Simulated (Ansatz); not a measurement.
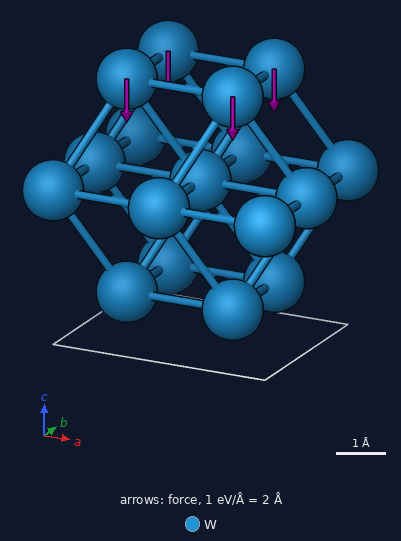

Starting geometry of a slab of composition W (cut from the Im-3m phase) with the computed forces as purple arrows. A ball-and-stick model of the cell of the calculation, outlined in the plane, without the vacuum, seen slightly off an axis.

Case: clean slab, lower planes held. The slab is the (1 1 0) face of W. 4 atoms are held fixed.

Computed with DFT PBE+D3(BJ), scalar-relativistic, plane waves, PAW (Ansatz).

Input file:
```yaml
crystal:
  lattice:
    - [5.4721979616, 0.0, 0.0]
    - [-1.8240659872, 5.1592377156, 0.0]
    - [0.0, 0.0, 20.4680309258]
  atoms:
    - { symbol: W, position: [0.25, 0.25, 0.3908534255] }
    - { symbol: W, position: [0.25, 0.75, 0.3908534255] }
    - { symbol: W, position: [0.75, 0.25, 0.3908534255] }
    - { symbol: W, position: [0.75, 0.75, 0.3908534255] }
    - { symbol: W, position: [0.5, 0.5, 0.5] }
    - { symbol: W, position: [0.5, 0.0, 0.5] }
    - { symbol: W, position: [0.0, 0.5, 0.5] }
    - { symbol: W, position: [0.0, 0.0, 0.5] }
    - { symbol: W, position: [0.75, 0.75, 0.6091465745] }
    - { symbol: W, position: [0.75, 0.25, 0.6091465745] }
    - { symbol: W, position: [0.25, 0.75, 0.6091465745] }
    - { symbol: W, position: [0.25, 0.25, 0.6091465745] }
basis:
  ecutwfc: 420
kpoints:
  mp_grid: { grid: [4, 4, 1] }
hamiltonian:
  xc: pbe
  dispersion: d3bj
scf:
  occupations: { method: gaussian, width: 0.1 }
output:
  forces: true
  eigenvalues: true
relax:
  adjacent_minimum: "off"
  f_tol: 0.03
  max_steps: 70
  constraints: [{ sites: [0, 1, 2, 3] }]
efield:
  axis: 3
  dipole_correction: true
  ramp_width: 0.04
```

Command:
```bash
ansatz run input.yaml --threads 4 --pin off --max-ram 10240MiB --backend cpu --events-out ev --progress --plain --runs-dir out
```

**Is this structure relaxed? If not, where do the atoms go?**

It isn't relaxed: the largest force vector, on W atoms, is 0.47 eV/Å. The atoms end up moving mostly along the starting forces (cosine between the two patterns 0.90). The largest moves, 0.098 Å, are those of W9, W10, W11 and W12. W9 goes along the normal (−c). The cell stays as it was. Near-neighbour distances that change, for instance: W1–W5 2.736 → 2.697 Å, W5–W10 3.159 → 3.125 Å, W1–W6 3.159 → 3.125 Å. After 1 accepted move (2 points after the start) the energy has fallen by 96.7 meV per cell of the calculation. The largest force component goes from 0.47 to 0.015 eV/Å. The line search rejected the trial step at point 1 of the run. The run took 35 s on 4 threads of Arm Neoverse V1, on a shared host, peak memory 1.4 GiB.
